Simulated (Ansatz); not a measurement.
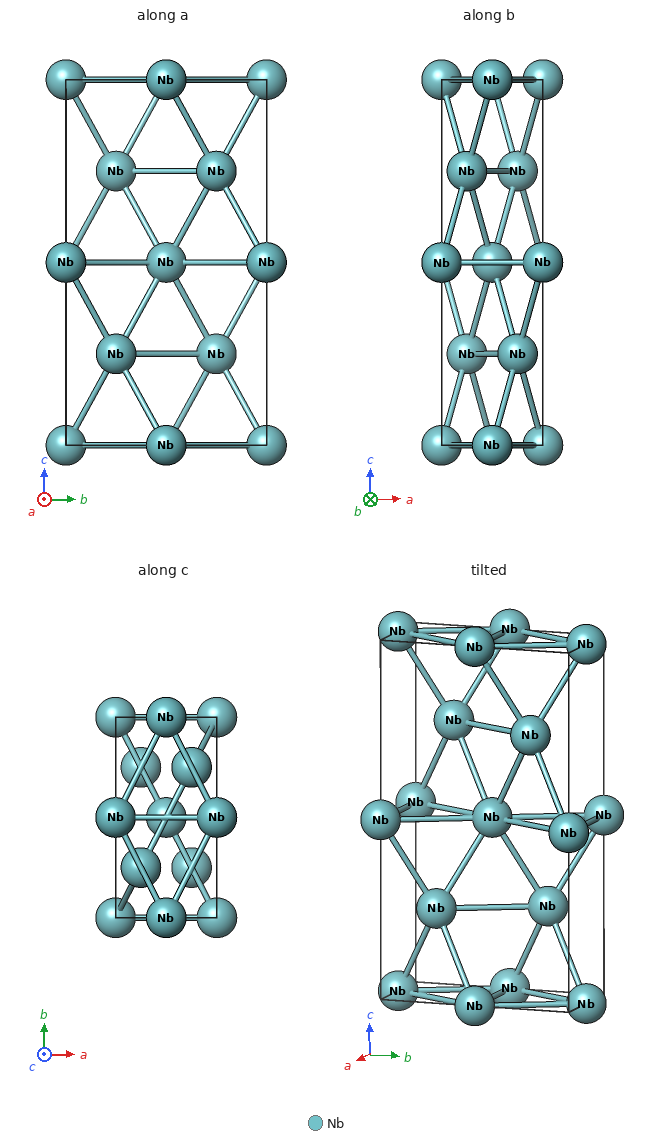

Drawn in the ball-and-stick manner and seen along the a axis, along the b axis, along the c axis and slightly off an axis. The drawn cell (a repeat of the simulation cell) is outlined; an atom on or near a face, edge or corner is repeated at each equivalent position.

Lattice parameters: a = 2.7392 Å, b = 5.4222 Å, c = 9.8829 Å, α = 90.000°, β = 89.939°, γ = 90.000°.

Question: Set out the cell and atoms as a CIF in P1 with every atom of the cell.

Answer:
```cif
data_structure
_symmetry_space_group_name_H-M 'P 1'
_symmetry_Int_Tables_number 1
_cell_length_a 2.7392
_cell_length_b 5.4222
_cell_length_c 9.8829
_cell_angle_alpha 90.000
_cell_angle_beta 89.939
_cell_angle_gamma 90.000
_cell_volume 146.78
loop_
_atom_site_label
_atom_site_type_symbol
_atom_site_fract_x
_atom_site_fract_y
_atom_site_fract_z
_atom_site_occupancy
Nb1 Nb 0.7500 0.7500 0.7500 1
Nb2 Nb 0.5000 0.5000 0.5000 1
Nb3 Nb 0.2500 0.2500 0.7500 1
Nb4 Nb 0.7500 0.2500 0.2500 1
Nb5 Nb 0.0000 0.0000 0.5000 1
Nb6 Nb 0.2500 0.7500 0.2500 1
Nb7 Nb 0.5000 0.0000 0.0000 1
Nb8 Nb 0.0000 0.5000 0.0000 1
```

Its origin is a structure type filled with this element by a generator (whether the element takes this form wasn't checked). Earlier steps of the study may have refined or changed the cell and positions. It was the input of a calculation with Ansatz.
